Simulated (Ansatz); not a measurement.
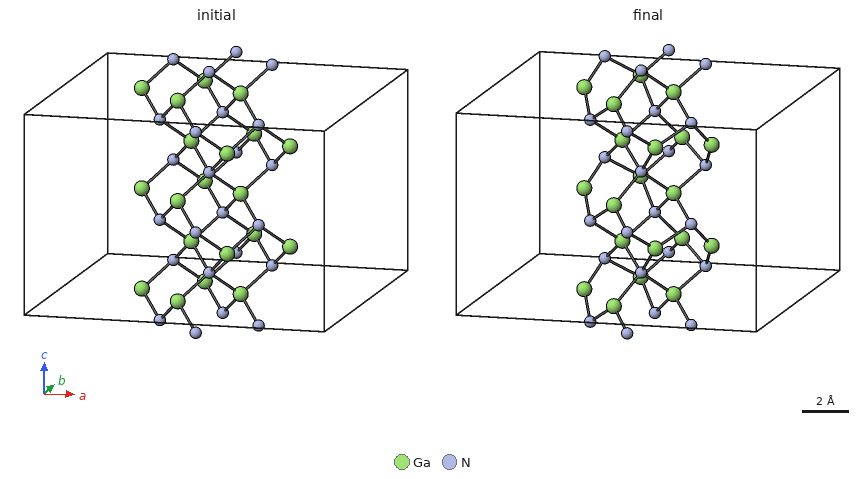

The structure of a wire of composition GaN before (left) and after (right) a relaxation, at one scale.

The picture is a ball-and-stick view of the 2 repeat of the cell, with the vacuum cut short (origin shifted), seen slightly off an axis.

Case: wire along [0 0 1], 16 atoms a period.

These are results of DFT PBE, scalar-relativistic, plane waves, PAW in Ansatz 0.2.0, not measurements.

The input:
```yaml
crystal:
  lattice:
    - [15.8, 0.0, 0.0]
    - [0.0, 16.1, 0.0]
    - [0.0, 0.0, 4.5484769843]
  atoms:
    - { symbol: Ga, position: [0.2840912824, 0.5, 0.0], spin: 0.3 }
    - { symbol: Ga, position: [0.5719695725, 0.5, 0.0], spin: 0.3 }
    - { symbol: "N", position: [0.3560608549, 0.5706285246, 0.25], spin: 0.3 }
    - { symbol: "N", position: [0.6439391451, 0.5706285246, 0.25], spin: 0.3 }
    - { symbol: Ga, position: [0.5719695725, 0.3587429508, 0.5], spin: 0.3 }
    - { symbol: Ga, position: [0.5719695725, 0.6412570492, 0.5], spin: 0.3 }
    - { symbol: "N", position: [0.3560608549, 0.4293714754, 0.75], spin: 0.3 }
    - { symbol: "N", position: [0.6439391451, 0.4293714754, 0.75], spin: 0.3 }
    - { symbol: Ga, position: [0.4280304275, 0.5, 0.5], spin: 0.3 }
    - { symbol: Ga, position: [0.7159087176, 0.5, 0.5], spin: 0.3 }
    - { symbol: "N", position: [0.5, 0.2881144262, 0.75], spin: 0.3 }
    - { symbol: "N", position: [0.5, 0.5706285246, 0.75], spin: 0.3 }
    - { symbol: Ga, position: [0.4280304275, 0.3587429508, 0.0], spin: 0.3 }
    - { symbol: Ga, position: [0.4280304275, 0.6412570492, 0.0], spin: 0.3 }
    - { symbol: "N", position: [0.5, 0.4293714754, 0.25], spin: 0.3 }
    - { symbol: "N", position: [0.5, 0.7118855738, 0.25], spin: 0.3 }
basis:
  ecutwfc: 420
kpoints:
  mp_grid: { grid: [1, 1, 7] }
hamiltonian:
  xc: pbe
scf:
  occupations: { method: gaussian, width: 0.05 }
  lower_state_search: "off"
output:
  forces: true
  stress: true
  eigenvalues: true
  populations: true
  write_density: true
  write_potential: true
  elf: true
  volumetric_format: npy
magnetization:
  spin_polarized: true
relax:
  adjacent_minimum: "off"
  f_tol: 0.02
  max_steps: 45
  cell: { fix: [a, b, alpha, beta, gamma], stress_tol: 0.03 }
```

Launched with:
```bash
ansatz run input.yaml --threads 4 --pin off --max-ram 11264MiB --backend cpu --events-out ev --progress --plain --runs-dir out
```

Q: Summarise the run.

A: The largest moves relative to the layer's centre, 0.48 Å, are those of Ga1 and Ga10. By element the largest moves are Ga 0.48 Å, N 0.11 Å. Along the periodic axis the drawn cell goes c 9.097 → 9.157 Å (+0.7 %). Some distances before and after: Ga1–N3 1.970 → 1.814 Å, Ga14–N16 1.970 → 1.825 Å, Ga2–N12 1.970 → 2.010 Å, Ga2–N4 1.970 → 1.999 Å. Among the angles between lasting bonds that change: N3–Ga1–N7 109.5° → 140.8°, Ga6–N16–Ga14 109.5° → 93.7°, Ga1–N7–Ga9 109.5° → 98.1°. After 6 accepted moves (7 points after the start) the energy has fallen by 2.245 eV per cell of the calculation. The largest force component goes from 1.9 to 0.0075 eV/Å. At 1 point the geometry stayed and the basis and grid were re-selected for the new cell (energy shift of 3.7 meV per cell of the calculation at most each time). The program noted that the starting moments weren't kept. Cost: 8.9 min on 4 threads of Arm Neoverse V2, with other jobs on the host, peak memory 2.6 GiB.
